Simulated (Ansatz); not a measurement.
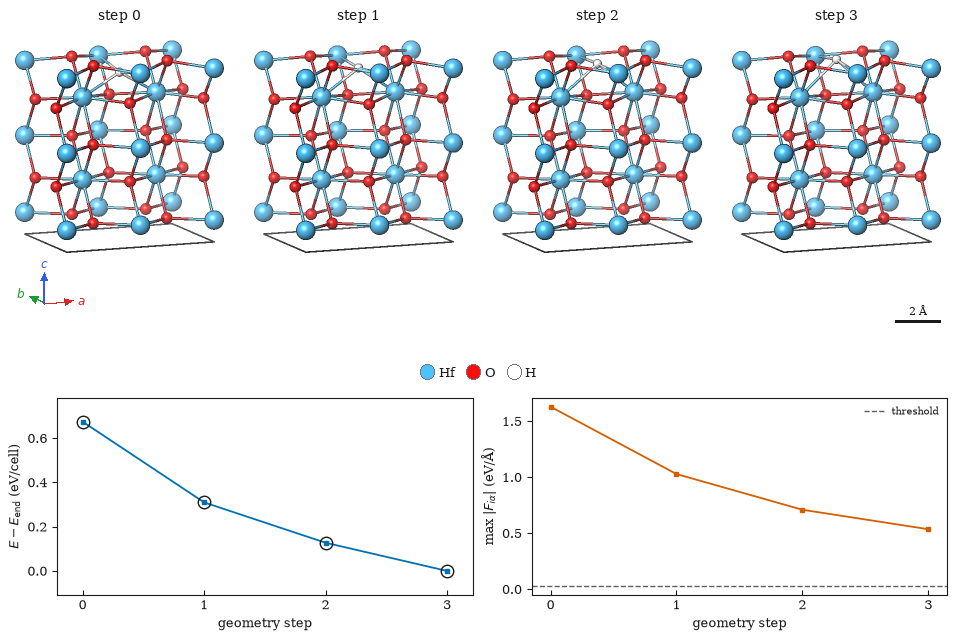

Frames of a constrained relaxation of a slab of composition Hf$_{10}$HO$_{20}$ (cut from the Fm-3m phase), marked on the history of the run. A ball-and-stick model of the cell of the calculation, outlined in the plane, without the vacuum (origin shifted), seen slightly off an axis.

Case: H put at a hollow O-O site. The slab is the (1 1 0) face of HfO2 with H on it. 12 atoms are held fixed.

All numbers below come from DFT PBE+D3(BJ), scalar-relativistic, plane waves, PAW in Ansatz. (plane-wave cutoff 420 eV; k-point mesh 4 × 5 × 1; occupations gaussian; smearing width 0.05 eV; collinear spin; dipole correction; atoms relaxed in a fixed cell; force threshold 0.03 eV/Å; at most 70 steps)

What happens along the run?

The run was cut off at its time limit before the relaxation converged, so the last structure is only a point on the way. The energy falls by 0.675 eV per cell of the calculation in 3 geometry steps. The largest force component goes from 1.6 to 0.54 eV/Å. The largest move is that of the H atom, 0.59 Å along the normal (+c). Largest moves by element: H 0.59 Å, O 0.05 Å, Hf 0.02 Å. The cell doesn't change. Some distances before and after: H–Hf 2.068 → 2.410 Å, Hf–O 2.255 → 2.217 Å, Hf–O 2.186 → 2.169 Å, H–Hf 2.562 → 2.548 Å. Among the angles between lasting bonds that change: Hf–H–Hf 120.3° → 95.4°, Hf–H–Hf 94.0° → 86.3°, Hf–H–Hf 163.9° → 169.1°. From step 0 to 1: the H atom moves most (0.19 Å), energy −0.365 eV per cell of the calculation. From step 1 to 2: the H atom moves most (0.19 Å), energy −0.183 eV per cell of the calculation. From step 2 to 3: the H atom moves most (0.20 Å), energy −0.127 eV per cell of the calculation.

```
step  E − E(0), meV/atom  largest force component, eV/Å
   0                0.00                         1.6292
   1              -11.77                         1.0282
   2              -17.66                         0.7095
   3              -21.76                         0.5356
```

Limits of the set-up: the periodic images lie only 5.1 Å apart, so the values are limited by the cell's size.
